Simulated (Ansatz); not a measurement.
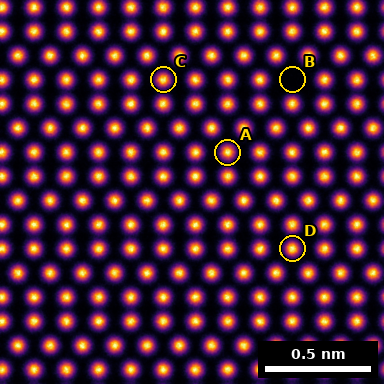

Dark-field STEM-like image of Ni (P6/mmm, No. 191) along [102]. The image is simulated as a sum over atoms of Z^1.7, blurred by a 0.57 Å probe (no channelling). Shot noise was added.

The sample is 1 repeat (6.3 Å) thick. One point defect was put into the perfect crystal, without relaxing the atoms around it. Brightness is counted from the darkest point of the image. Host structure: coordinates from a relaxation with Ansatz, DFT, revPBE, plane waves (420 eV) with PAW, scalar-relativistic; the starting structure was generated, so it need not be a known form of this composition.

**Which ringed column holds the defect, and does it scatter more or less than its equals?**

B; it scatters less. The column holds 1 atom (Ni) through the sample, and one Ni atom is missing, so its peak vanishes.
